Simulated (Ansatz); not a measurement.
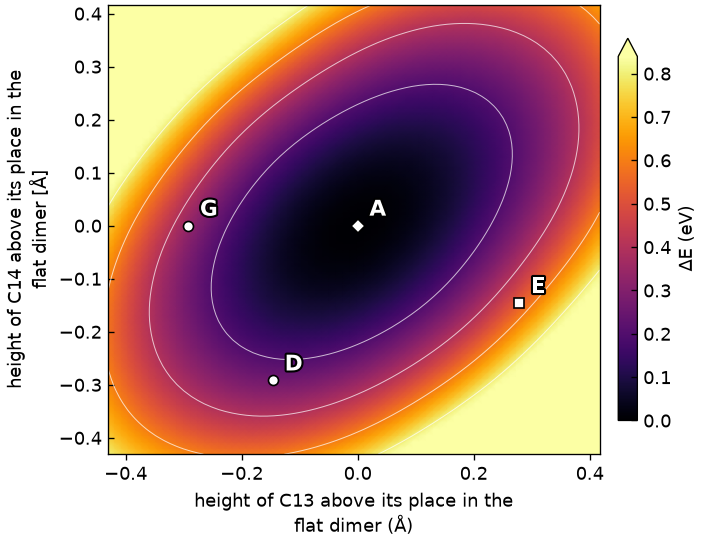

A SiC(100) slab cut from the F-43m phase, its lower face capped with 4 H atoms (18 atoms in the cell). Two atoms of the surface dimers are held at set heights. Coordinates scanned: (1) height of C13 above its place in the flat dimer; (2) height of C14 above its place in the flat dimer. Relaxed at each point: all atoms of the upper layers, but for the two heights. The grid has 7 × 7 points; 28 points were computed and 21 follow by symmetry. Points are written as (first, second). Energies: eV, counted from the lowest grid point. Level of theory: DFT PBEsol, scalar-relativistic, plane waves, PAW in Ansatz 0.2.0. Settings: cutoff 420 eV, k-mesh 4×8×1, gaussian smearing 0.05 eV, no spin polarisation.

The picture shows a smooth colour map with a few white contour lines, one colour for all values above the top of the scale, lettered points. Between grid points the surface is interpolated.

What kind of point is each of A, D, E, G: minimum, saddle, maximum or slope?

A: minimum; D: on a slope; E: on a slope; G: on a slope. (In these two coordinates alone; a stationary point may lie a little off the grid point.)

Rank the lettered points by energy, lowest first.

A (0.00 eV), D (0.27 eV), G (0.34 eV), E (0.53 eV).
